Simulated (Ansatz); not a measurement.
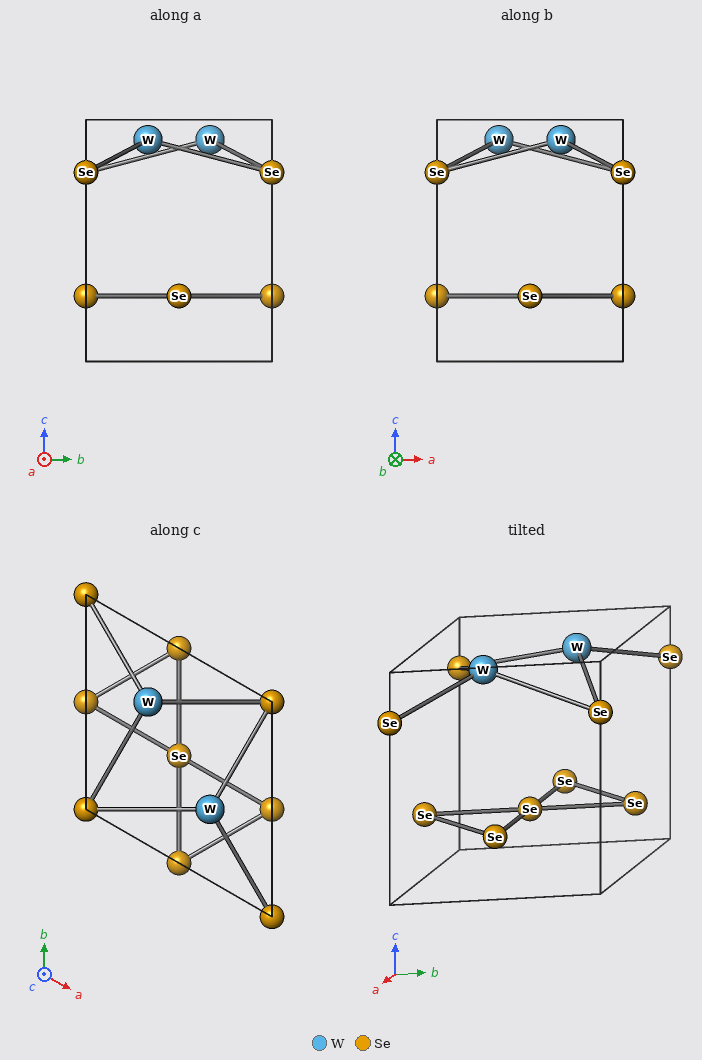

This ball-and-stick model is shown along the a axis, along the b axis, along the c axis and slightly off an axis. The lines enclose the conventional unit cell; boundary atoms appear with their images.

Lattice parameters: a = 5.2003 Å, b = 5.2003 Å, c = 5.8517 Å, α = 90.000°, β = 90.000°, γ = 120.000°.

Convert the drawing into a CIF in P1 with every atom of the cell, with free fractional coordinates to two decimals.

Answer.
```cif
data_structure
_symmetry_space_group_name_H-M 'P 1'
_symmetry_Int_Tables_number 1
_cell_length_a 5.2003
_cell_length_b 5.2003
_cell_length_c 5.8517
_cell_angle_alpha 90.000
_cell_angle_beta 90.000
_cell_angle_gamma 120.000
_cell_volume 137.05
loop_
_atom_site_label
_atom_site_type_symbol
_atom_site_fract_x
_atom_site_fract_y
_atom_site_fract_z
_atom_site_occupancy
W1 W 0.3333 0.6667 0.92 1
W2 W 0.6667 0.3333 0.92 1
Se1 Se 0.00 0.00 0.78 1
Se2 Se 0.50 0.00 0.27 1
Se3 Se 0.00 0.50 0.27 1
Se4 Se 0.50 0.50 0.27 1
```

The starting point was a random cell made by a generator, so it need not be a real form of the compound. Atoms and cell were optimised with DFT PBE, scalar-relativistic, plane waves, PAW (Ansatz).
